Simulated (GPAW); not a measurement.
# BN (Qingsongite, F-43m): the N K absorption edge, part 3 of 3

How does the N K edge of BN (Qingsongite, F-43m) move when the bonds are compressed or stretched?

GPAW 26.7.0; X-ray absorption from dipole matrix elements to empty bands, plane-wave PAW LDA.

So far. Step 4 (Spectrum with FCH, N atom 1): The hole costs E(hole) − E(ground) = 390.91 eV, and the lowest empty level of the hole cell on the spectrum's mesh lies at 13.73 eV, which puts the zero at 404.64 eV. One term is added: -7.76 eV, since the hole is spin-paired here and a spin-polarised one costs that much less in the free atom (computed apart). The photon energy is then 396.88 eV.

**8. Spectrum with FCH, N atom 1**

Shorter bonds are expected to push antibonding states and scattering resonances up, and longer ones down; the cell is scaled to test that.

Changed against the first core-hole run: volume scale from 1 to 0.97.

xas.py

```python
import numpy as np
from ase import Atoms
from ase.parallel import parprint, paropen
from gpaw import GPAW, PW, FermiDirac, Mixer, MixerDif, setup_paths
from gpaw.test import gen
setup_paths.insert(0, '.')
gen('N', name='fch1s', xcname='LDA', corehole=(1, 0, 1), write_xml=True)
from gpaw.mpi import world
world.barrier()

atoms = Atoms('N8B8',
    cell=[[0, 3.57848235, 3.57848235],
     [3.57848235, 0, 3.57848235],
     [3.57848235, 3.57848235, 0]],
    scaled_positions=[[0.375, 0.375, 0.375],
     [0.375, 0.375, 0.875],
     [0.375, 0.875, 0.375],
     [0.875, 0.375, 0.375],
     [0.375, 0.875, 0.875],
     [0.875, 0.375, 0.875],
     [0.875, 0.875, 0.375],
     [0.875, 0.875, 0.875],
     [0, 0, 0],
     [0, 0, 0.5],
     [0, 0.5, 0],
     [0.5, 0, 0],
     [0, 0.5, 0.5],
     [0.5, 0, 0.5],
     [0.5, 0.5, 0],
     [0.5, 0.5, 0.5]],
    pbc=True)
atoms.calc = calc = GPAW(legacy_gpaw=True, mode=PW(500, force_complex_dtype=True), xc='LDA', setups={0: 'fch1s'},
    kpts={'size': (4, 4, 4), 'gamma': True}, occupations=FermiDirac(0.02),
    charge=0, mixer=Mixer(0.1, 5, 50), maxiter=150,
    convergence={'density': 0.0001, 'eigenstates': 1e-6}, txt='scf.txt')
energy = atoms.get_potential_energy() + calc.get_reference_energy()
ef = calc.get_fermi_level()
out = dict(energy=energy, fermi=ef, forces=atoms.get_forces().tolist())
parprint(f'all-electron energy {energy:.4f} eV, Fermi level {ef:.4f} eV')
ev = np.array([[calc.get_eigenvalues(k, s) for k in range(len(calc.get_ibz_k_points()))] for s in range(calc.get_number_of_spins())])
out['homo'], out['lumo'], out['counts'] = ev[ev < ef].max(), ev[ev > ef].min(), sorted(set((ev < ef).sum((0, 2)).tolist()))
out['filled'] = (ev[:, 0] < ef).sum(1).tolist()

from ase.units import Ha
from gpaw.xas import dipole_matrix_elements
nb = int(calc.get_number_of_electrons() / 2) + 58
top, nb = nb, nb + 8 + nb // 12
nscf = calc.fixed_density(kpts={'size': (6, 6, 6), 'gamma': True}, nbands=nb,
    convergence={'bands': top, 'eigenstates': 5e-3}, maxiter=60, txt='nscf.txt')
cell = atoms.cell.array
ops = [cell.T @ U.T @ np.linalg.inv(cell.T) for U in nscf.wfs.kd.symmetry.op_scc]
filled = [32]  # bands filled in the ground state, by spin
E = np.arange(-6, 34, 0.1)
fwhm = np.interp(E, [4, 25], [0.9, 3.5])
Y, X, zero, highest = 0, 0, 1e9, 1e9
for spin in range(nscf.get_number_of_spins()):
    wfs = nscf.wfs
    mine = wfs.bd.get_slice()  # this rank's bands
    A = dipole_matrix_elements(wfs.setups[0])
    eps = np.zeros((wfs.kd.nibzkpts, nb))
    d = np.zeros((3, A.shape[1], wfs.kd.nibzkpts, nb), complex)
    for kpt in wfs.kpt_u:
        if kpt.s == spin and 0 in kpt.P_ani:
            eps[kpt.k, mine] = kpt.eps_n * Ha
            d[:, :, kpt.k, mine] = (kpt.weight * wfs.nspins / 2) ** 0.5 * np.inner(A, kpt.P_ani[0])
    world.sum(eps)
    world.sum(d)
    T = np.einsum('amkn,bmkn->abkn', d, d.conj()).real
    T = sum(np.einsum('ai,ijkn,bj->abkn', R, T, R) for R in ops) / len(ops)
    empty = np.ones_like(eps, bool) & (np.arange(nb) >= filled[spin])
    zero, highest = min(zero, eps[empty].min()), min(highest, eps[:, top - 1].min())
    lines = [(eps, T, empty)] if spin == 0 else lines + [(eps, T, empty)]
for eps, T, empty in lines:
    f = np.einsum('aakn->akn', T).reshape(3, -1)
    x = eps.ravel() - zero
    w = np.interp(x, E, fwhm) / 2.35482
    g = np.exp(-0.5 * ((E[:, None] - x) / w) ** 2) / (w * (2 * np.pi) ** 0.5)
    Y = Y + (f * empty.ravel()) @ g.T
    X = X + (f * ~empty.ravel()) @ g.T
out.update(E=E.round(2).tolist(), xas=Y.tolist(), xes=X.tolist(), zero=zero, valid=highest - zero, nk=len(eps), nb=nb)
for i in range(0, len(E), 10):
    parprint(f'{E[i]:7.2f}', *(f'{v:10.3e}' for v in Y[:, i]))
import json
with paropen('out.json', 'w') as f:
    json.dump(out, f)
```

Command:

```console
$ OMP_NUM_THREADS=1 mpirun -n 4 gpaw python xas.py
```

Numbers of over 12 decimals in the logs are rounded to 6 here.

Output:

```text
Input parameters:
  convergence: {density: 0.0001,
                eigenstates: 1e-06}
  kpts: {gamma: True,
         size: (4, 4, 4)}
  maxiter: 150
  mixer: {backend: pulay,
          beta: 0.1,
          method: separate,
          nmaxold: 5,
          weight: 50}
  mode: {ecut: 500.0,
         force_complex_dtype: True,
         name: pw}
  occupations: {fixmagmom: False,
                name: fermi-dirac,
[...]
*p    :     0.074148
*d    :     0.000000
--------------------------------

Diagonalizing with gridspacing h=0.050

state   all-electron     PAW
-------------------------------
2s:      -1.332146    -1.333594
2p:      -0.925852    -0.929974
*d:                   -0.063788
*f:                   -0.013854
-------------------------------
all-electron energy -16828.1465 eV, Fermi level 11.2530 eV
[...]
32.00  3.176e-05  3.176e-05  3.176e-05
  33.00  3.886e-05  3.886e-05  3.886e-05
[key lines of the parts left out:]
Converged after 17 iterations.
Dipole moment: (13.598838, 13.598838, 13.598838) |e|*Ang
Free energy:   -176.976964
Fermi level: 11.25298
```

The job ended after 43 s (4 MPI ranks of Arm Neoverse V2, shared host; peak memory 0.31 GiB).

| E (eV) | first run | this run |
| --- | --- | --- |
| -2.0 | 0.00 | 0.00 |
| -1.0 | 0.00 | 0.00 |
| 0.0 | 0.00 | 0.00 |
| 1.0 | 0.07 | 0.06 |
| 2.0 | 0.29 | 0.25 |
| 3.0 | 0.82 | 0.71 |
| 4.0 | 1.98 | 1.79 |
| 5.0 | 2.58 | 2.37 |
| 6.0 | 2.16 | 2.04 |
| 7.0 | 2.27 | 2.16 |
| 8.0 | 1.72 | 1.83 |
| 9.0 | 1.47 | 1.50 |
| 10.0 | 1.69 | 1.65 |
| 11.0 | 1.14 | 1.46 |
| 12.0 | 0.51 | 0.65 |
| 13.0 | 0.53 | 0.51 |
| 14.0 | 0.79 | 0.71 |
| 15.0 | 0.87 | 0.89 |
| 16.0 | 0.56 | 0.70 |
| 17.0 | 0.24 | 0.35 |
| 18.0 | 0.11 | 0.14 |
| 19.0 | 0.11 | 0.10 |
| 20.0 | 0.22 | 0.15 |
| 21.0 | 0.37 | 0.29 |

The scaled spectrum changes by 9 % r.m.s. The highest intensity below 16 eV goes from 5.2 eV (2.61) to 5.3 eV (2.44).

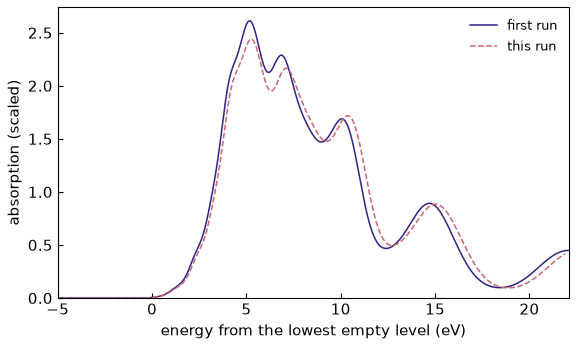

The effect of the change (volume scale from 1 to 0.97).

The photon energy of the zero moves by +0.04 eV.

**9. Supercell without a hole, the energy reference**

The cell changes for the next run, so it gets a reference energy of its own.

The cell differs from the one that the last finished run ended in (a 5.061 → 5.163 Å, b 5.061 → 5.163 Å, c 5.061 → 5.163 Å).

scf.py

```python
import numpy as np
from ase import Atoms
from ase.parallel import parprint, paropen
from gpaw import GPAW, PW, FermiDirac, Mixer, MixerDif, setup_paths
from gpaw.test import gen
setup_paths.insert(0, '.')
gen('N', name='nch1s', xcname='LDA', corehole=(1, 0, 0), write_xml=True)
from gpaw.mpi import world
world.barrier()

atoms = Atoms('N8B8',
    cell=[[0, 3.65079441, 3.65079441],
     [3.65079441, 0, 3.65079441],
     [3.65079441, 3.65079441, 0]],
    scaled_positions=[[0.375, 0.375, 0.375],
     [0.375, 0.375, 0.875],
     [0.375, 0.875, 0.375],
     [0.875, 0.375, 0.375],
     [0.375, 0.875, 0.875],
     [0.875, 0.375, 0.875],
     [0.875, 0.875, 0.375],
     [0.875, 0.875, 0.875],
     [0, 0, 0],
     [0, 0, 0.5],
     [0, 0.5, 0],
     [0.5, 0, 0],
     [0, 0.5, 0.5],
     [0.5, 0, 0.5],
     [0.5, 0.5, 0],
     [0.5, 0.5, 0.5]],
    pbc=True)
atoms.calc = calc = GPAW(legacy_gpaw=True, mode=PW(500, force_complex_dtype=True), xc='LDA', setups={0: 'nch1s'},
    kpts={'size': (4, 4, 4), 'gamma': True}, occupations=FermiDirac(0.02),
    charge=0, mixer=Mixer(0.1, 5, 50), maxiter=150,
    convergence={'density': 0.0001, 'eigenstates': 1e-6}, txt='scf.txt')
energy = atoms.get_potential_energy() + calc.get_reference_energy()
ef = calc.get_fermi_level()
out = dict(energy=energy, fermi=ef, forces=atoms.get_forces().tolist())
parprint(f'all-electron energy {energy:.4f} eV, Fermi level {ef:.4f} eV')
ev = np.array([[calc.get_eigenvalues(k, s) for k in range(len(calc.get_ibz_k_points()))] for s in range(calc.get_number_of_spins())])
out['homo'], out['lumo'], out['counts'] = ev[ev < ef].max(), ev[ev > ef].min(), sorted(set((ev < ef).sum((0, 2)).tolist()))
out['filled'] = (ev[:, 0] < ef).sum(1).tolist()
import json
with paropen('out.json', 'w') as f:
    json.dump(out, f)
```

Command:

```console
$ OMP_NUM_THREADS=1 mpirun -n 4 gpaw python scf.py
```

Output:

```text
Input parameters:
  convergence: {density: 0.0001,
                eigenstates: 1e-06}
  kpts: {gamma: True,
         size: (4, 4, 4)}
  maxiter: 150
  mixer: {backend: pulay,
          beta: 0.1,
          method: separate,
          nmaxold: 5,
          weight: 50}
  mode: {ecut: 500.0,
         force_complex_dtype: True,
         name: pw}
  occupations: {fixmagmom: False,
                name: fermi-dirac,
[...]
2s(2) :    -0.676924     1.071713
*s    :     0.323076
2p(3) :    -0.265967     0.952074
*p    :     0.734033
*d    :     0.000000
--------------------------------

Diagonalizing with gridspacing h=0.050

state   all-electron     PAW
-------------------------------
2s:      -0.676924    -0.677975
2p:      -0.265967    -0.268121
*d:                    0.048644
*f:                    0.076426
-------------------------------
all-electron energy -17218.2533 eV, Fermi level 10.5076 eV
[key lines of the parts left out:]
Converged after 13 iterations.
Dipole moment: (13.704315, 13.704315, 13.704315) |e|*Ang
Free energy:   -150.343487
Fermi level: 10.50759
```

Wall time 14 s (4 MPI ranks); peak memory 0.25 GiB; 54 s of CPU time.

Reference energy: -17218.253 eV with the cores included.

**10. Spectrum with FCH, N atom 1**

Shorter bonds are expected to push antibonding states and scattering resonances up, and longer ones down; the cell is scaled to test that.

Changed against the first core-hole run: volume scale from 1 to 1.03.

Edit xas.py of step 8 so:

```diff
@@ -11,5 +11,5 @@
 atoms = Atoms('N8B8',
-    cell=[[0, 3.57848235, 3.57848235],
-     [3.57848235, 0, 3.57848235],
-     [3.57848235, 3.57848235, 0]],
+    cell=[[0, 3.65079441, 3.65079441],
+     [3.65079441, 0, 3.65079441],
+     [3.65079441, 3.65079441, 0]],
     scaled_positions=[[0.375, 0.375, 0.375],
@@ -45,3 +45,3 @@
 from gpaw.xas import dipole_matrix_elements
-nb = int(calc.get_number_of_electrons() / 2) + 58
+nb = int(calc.get_number_of_electrons() / 2) + 61
 top, nb = nb, nb + 8 + nb // 12
```

Command:

```console
$ OMP_NUM_THREADS=1 mpirun -n 4 gpaw python xas.py
```

Output:

```text
Input parameters:
  convergence: {density: 0.0001,
                eigenstates: 1e-06}
  kpts: {gamma: True,
         size: (4, 4, 4)}
  maxiter: 150
  mixer: {backend: pulay,
          beta: 0.1,
          method: separate,
          nmaxold: 5,
          weight: 50}
  mode: {ecut: 500.0,
         force_complex_dtype: True,
         name: pw}
  occupations: {fixmagmom: False,
                name: fermi-dirac,
[...]
*p    :     0.074148
*d    :     0.000000
--------------------------------

Diagonalizing with gridspacing h=0.050

state   all-electron     PAW
-------------------------------
2s:      -1.332146    -1.333594
2p:      -0.925852    -0.929974
*d:                   -0.063788
*f:                   -0.013854
-------------------------------
all-electron energy -16826.8857 eV, Fermi level 10.2744 eV
[...]
32.00  4.548e-05  4.548e-05  4.548e-05
  33.00  6.535e-05  6.535e-05  6.535e-05
[key lines of the parts left out:]
Converged after 20 iterations.
Dipole moment: (13.396101, 13.396101, 13.396101) |e|*Ang
Free energy:   -175.716100
Fermi level: 10.27440
```

Wall time 50 s (4 MPI ranks); peak memory 0.32 GiB; 3.3 min of CPU time.

| E (eV) | first run | this run |
| --- | --- | --- |
| -2.0 | 0.00 | 0.00 |
| -1.0 | 0.00 | 0.00 |
| 0.0 | 0.00 | 0.01 |
| 1.0 | 0.07 | 0.08 |
| 2.0 | 0.29 | 0.34 |
| 3.0 | 0.82 | 0.94 |
| 4.0 | 1.98 | 2.14 |
| 5.0 | 2.58 | 2.79 |
| 6.0 | 2.16 | 2.32 |
| 7.0 | 2.27 | 2.23 |
| 8.0 | 1.72 | 1.60 |
| 9.0 | 1.47 | 1.48 |
| 10.0 | 1.69 | 1.61 |
| 11.0 | 1.14 | 0.82 |
| 12.0 | 0.51 | 0.44 |
| 13.0 | 0.53 | 0.57 |
| 14.0 | 0.79 | 0.86 |
| 15.0 | 0.87 | 0.80 |
| 16.0 | 0.56 | 0.42 |
| 17.0 | 0.24 | 0.16 |
| 18.0 | 0.11 | 0.10 |
| 19.0 | 0.11 | 0.15 |
| 20.0 | 0.22 | 0.29 |
| 21.0 | 0.37 | 0.42 |
| 22.0 | 0.45 | 0.43 |

Against the first run the r.m.s. difference is 10 %. The highest intensity below 16 eV goes from 5.2 eV (2.61) to 5.1 eV (2.79).

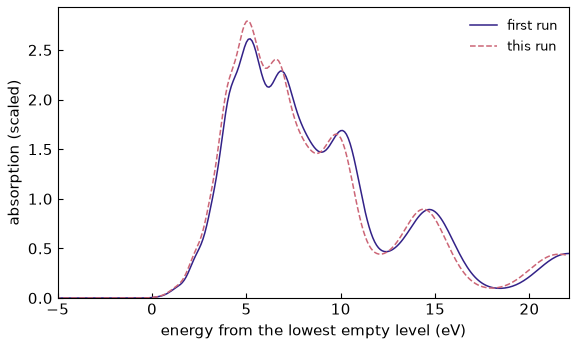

The effect of the change (volume scale from 1 to 1.03).

The photon energy of the zero moves by -0.02 eV.

**11. Supercell without a hole, the energy reference**

The cell changes for the next run, so it gets a reference energy of its own.

The cell differs from the one that the last finished run ended in (a 5.163 → 5.213 Å, b 5.163 → 5.213 Å, c 5.163 → 5.213 Å).

Edit scf.py of step 9 so:

```diff
@@ -11,5 +11,5 @@
 atoms = Atoms('N8B8',
-    cell=[[0, 3.65079441, 3.65079441],
-     [3.65079441, 0, 3.65079441],
-     [3.65079441, 3.65079441, 0]],
+    cell=[[0, 3.68590035, 3.68590035],
+     [3.68590035, 0, 3.68590035],
+     [3.68590035, 3.68590035, 0]],
     scaled_positions=[[0.375, 0.375, 0.375],
```

Command:

```console
$ OMP_NUM_THREADS=1 mpirun -n 4 gpaw python scf.py
```

Output:

```text
Input parameters:
  convergence: {density: 0.0001,
                eigenstates: 1e-06}
  kpts: {gamma: True,
         size: (4, 4, 4)}
  maxiter: 150
  mixer: {backend: pulay,
          beta: 0.1,
          method: separate,
          nmaxold: 5,
          weight: 50}
  mode: {ecut: 500.0,
         force_complex_dtype: True,
         name: pw}
  occupations: {fixmagmom: False,
                name: fermi-dirac,
[...]
2s(2) :    -0.676924     1.071713
*s    :     0.323076
2p(3) :    -0.265967     0.952074
*p    :     0.734033
*d    :     0.000000
--------------------------------

Diagonalizing with gridspacing h=0.050

state   all-electron     PAW
-------------------------------
2s:      -0.676924    -0.677975
2p:      -0.265967    -0.268121
*d:                    0.048644
*f:                    0.076426
-------------------------------
all-electron energy -17217.7334 eV, Fermi level 10.1114 eV
[key lines of the parts left out:]
Converged after 13 iterations.
Dipole moment: (13.606059, 13.606059, 13.606059) |e|*Ang
Free energy:   -149.823584
Fermi level: 10.11138
```

Run time: 14 s. Hardware: 4 MPI ranks; peak memory 0.25 GiB; 54 s of CPU time.

Reference energy: -17217.733 eV with the cores included.

**12. Spectrum with FCH, N atom 1**

Shorter bonds are expected to push antibonding states and scattering resonances up, and longer ones down; the cell is scaled to test that.

Changed against the first core-hole run: volume scale from 1 to 1.06.

Edit xas.py of step 10 so:

```diff
@@ -11,5 +11,5 @@
 atoms = Atoms('N8B8',
-    cell=[[0, 3.65079441, 3.65079441],
-     [3.65079441, 0, 3.65079441],
-     [3.65079441, 3.65079441, 0]],
+    cell=[[0, 3.68590035, 3.68590035],
+     [3.68590035, 0, 3.68590035],
+     [3.68590035, 3.68590035, 0]],
     scaled_positions=[[0.375, 0.375, 0.375],
@@ -45,3 +45,3 @@
 from gpaw.xas import dipole_matrix_elements
-nb = int(calc.get_number_of_electrons() / 2) + 61
+nb = int(calc.get_number_of_electrons() / 2) + 63
 top, nb = nb, nb + 8 + nb // 12
```

Command:

```console
$ OMP_NUM_THREADS=1 mpirun -n 4 gpaw python xas.py
```

Output:

```text
Input parameters:
  convergence: {density: 0.0001,
                eigenstates: 1e-06}
  kpts: {gamma: True,
         size: (4, 4, 4)}
  maxiter: 150
  mixer: {backend: pulay,
          beta: 0.1,
          method: separate,
          nmaxold: 5,
          weight: 50}
  mode: {ecut: 500.0,
         force_complex_dtype: True,
         name: pw}
  occupations: {fixmagmom: False,
                name: fermi-dirac,
[...]
*p    :     0.074148
*d    :     0.000000
--------------------------------

Diagonalizing with gridspacing h=0.050

state   all-electron     PAW
-------------------------------
2s:      -1.332146    -1.333594
2p:      -0.925852    -0.929974
*d:                   -0.063788
*f:                   -0.013854
-------------------------------
all-electron energy -16825.9294 eV, Fermi level 9.8394 eV
[...]
32.00  5.918e-05  5.918e-05  5.918e-05
  33.00  8.476e-05  8.476e-05  8.476e-05
[key lines of the parts left out:]
Converged after 20 iterations.
Dipole moment: (13.294301, 13.294301, 13.294301) |e|*Ang
Free energy:   -174.759803
Fermi level: 9.83939
```

It took 51 s on 4 MPI ranks; peak memory 0.32 GiB; 3.4 min of CPU time.

| E (eV) | first run | this run |
| --- | --- | --- |
| -2.0 | 0.00 | 0.00 |
| -1.0 | 0.00 | 0.00 |
| 0.0 | 0.00 | 0.01 |
| 1.0 | 0.07 | 0.09 |
| 2.0 | 0.29 | 0.39 |
| 3.0 | 0.82 | 1.06 |
| 4.0 | 1.98 | 2.29 |
| 5.0 | 2.58 | 2.98 |
| 6.0 | 2.16 | 2.51 |
| 7.0 | 2.27 | 2.07 |
| 8.0 | 1.72 | 1.50 |
| 9.0 | 1.47 | 1.52 |
| 10.0 | 1.69 | 1.42 |
| 11.0 | 1.14 | 0.59 |
| 12.0 | 0.51 | 0.42 |
| 13.0 | 0.53 | 0.63 |
| 14.0 | 0.79 | 0.89 |
| 15.0 | 0.87 | 0.68 |
| 16.0 | 0.56 | 0.30 |
| 17.0 | 0.24 | 0.13 |
| 18.0 | 0.11 | 0.11 |
| 19.0 | 0.11 | 0.20 |
| 20.0 | 0.22 | 0.35 |
| 21.0 | 0.37 | 0.43 |
| 22.0 | 0.45 | 0.39 |

The scaled spectrum changes by 18 % r.m.s. A shift of -0.4 eV leaves 12 %. The highest intensity below 16 eV goes from 5.2 eV (2.61) to 5.0 eV (2.98).

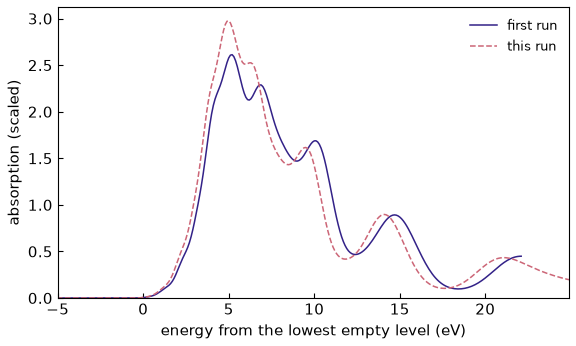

The effect of the change (volume scale from 1 to 1.06).

The photon energy of the zero moves by -0.04 eV.

**13. The volumes side by side**

| volume | nearest distance (Å) | shift of the zero (eV) | maximum 1 (eV above own zero) | maximum 2 (eV above own zero) | maximum 3 (eV above own zero) |
| --- | --- | --- | --- | --- | --- |
| 0.94 | 1.533 | +0.06 | 5.3 | 10.7 | 15.4 |
| 0.97 | 1.550 | +0.04 | 5.3 | 10.4 | 15.0 |
| 1 | 1.565 | +0.00 | 5.2 | 10.1 | 14.7 |
| 1.03 | 1.581 | -0.02 | 5.1 | 9.8 | 14.4 |
| 1.06 | 1.596 | -0.04 | 5.0 | 9.5 | 14.1 |

The curves, each shifted by its zero's change so that they share one photon-energy axis, counted from the zero at V × 1:

| E (eV) | V × 0.94 | V × 0.97 | V × 1 | V × 1.03 | V × 1.06 |
| --- | --- | --- | --- | --- | --- |
| -2.0 | 0.00 | 0.00 | 0.00 | 0.00 | 0.00 |
| -1.0 | 0.00 | 0.00 | 0.00 | 0.00 | 0.00 |
| 0.0 | 0.00 | 0.00 | 0.00 | 0.01 | 0.01 |
| 1.0 | 0.05 | 0.06 | 0.07 | 0.08 | 0.09 |
| 2.0 | 0.19 | 0.24 | 0.29 | 0.35 | 0.42 |
| 3.0 | 0.58 | 0.69 | 0.82 | 0.96 | 1.11 |
| 4.0 | 1.51 | 1.74 | 1.98 | 2.16 | 2.32 |
| 5.0 | 2.17 | 2.36 | 2.58 | 2.79 | 2.97 |
| 6.0 | 1.99 | 2.06 | 2.16 | 2.32 | 2.51 |
| 7.0 | 1.93 | 2.15 | 2.27 | 2.22 | 2.03 |
| 8.0 | 1.89 | 1.84 | 1.72 | 1.60 | 1.49 |
| 9.0 | 1.59 | 1.50 | 1.47 | 1.49 | 1.53 |
| 10.0 | 1.55 | 1.64 | 1.69 | 1.60 | 1.39 |
| 11.0 | 1.71 | 1.48 | 1.14 | 0.80 | 0.57 |
| 12.0 | 0.97 | 0.67 | 0.51 | 0.44 | 0.43 |
| 13.0 | 0.53 | 0.51 | 0.53 | 0.58 | 0.65 |
| 14.0 | 0.63 | 0.70 | 0.79 | 0.86 | 0.90 |
| 15.0 | 0.85 | 0.88 | 0.87 | 0.79 | 0.66 |
| 16.0 | 0.82 | 0.71 | 0.56 | 0.41 | 0.29 |
| 17.0 | 0.51 | 0.36 | 0.24 | 0.16 | 0.12 |
| 18.0 | 0.22 | 0.14 | 0.11 | 0.10 | 0.11 |
| 19.0 | 0.10 | 0.10 | 0.11 | 0.15 | 0.21 |
| 20.0 | 0.11 | 0.15 | 0.22 | 0.29 | 0.36 |
| 21.0 | 0.21 | 0.29 | 0.37 | 0.42 | 0.43 |

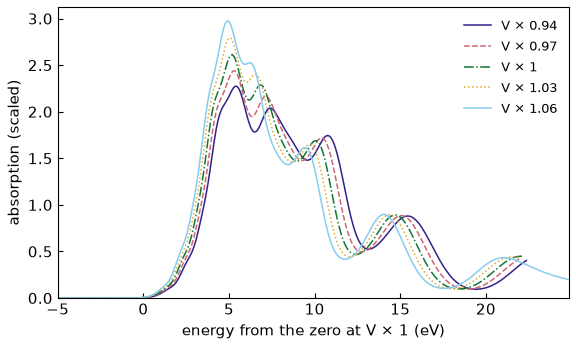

The edge at each volume, on one photon-energy scale.

**14. Results**

```json
{
  "absorber and edge": "N K, atom 1 of the ground-state input (counted from 1)",
  "surroundings": "4 B at 1.57 Å (tetrahedral, site symmetry -43m)",
  "highest intensity below 16 eV": "5.2 eV above the zero, height 2.61",
  "photon energy of the zero, with the added terms": "396.9 eV (raw 404.6 eV; LDA puts this hole about 4 eV below PBE, itself good to a few eV)"
}
```

**Reading.** From V × 0.94 to V × 1.06 the nearest distance grows by 0.063 Å and the zero moves by -0.10 eV. Above their own zero, the maxima move from 5.3 to 5.0 eV, from 10.7 to 9.5 eV and from 15.4 to 14.1 eV. The N K edge of atom 1, with 4 B at 1.57 Å (tetrahedral, site symmetry -43m), has its highest intensity of the first 16 eV at 5.2 eV above the zero, near 402 eV in photon energy (LDA puts this hole about 4 eV below PBE, itself good to a few eV), 2.6 times the mean level of the first 20 eV (Gaussian full width 0.9 eV up to 4 eV, rising linearly to 3.5 eV at 25 eV). The holes are only 5.1 Å apart, so the shape is probably not converged with cell size; no larger cell was run here. The mesh is coarse (0.25 Å⁻¹ between points), so small maxima may be mesh ripples. The structure is a published determination, not relaxed.

[Banner, clock and machine lines of the logs are left out without a mark of their own.]

[Logs are printed without paths, hosts, clocks, repeated set-up lines and the standing remarks that a program may print on its own settings, such as how far it seeks lower states.]

[Hosts, paths, dates, database ids (printed as entryN), source tags and the programs' standing remarks are cut or masked in the printed files.]

[Lists of maxima count a maximum above −3 eV only where it reaches 4 % of the highest in the window and stands out from its surroundings by 2 % of it (1.5 % where it reaches 55 %); shoulders and weaker maxima are passed over, and of the rest the first, up to two pre-edge ones and the few strongest are named.]
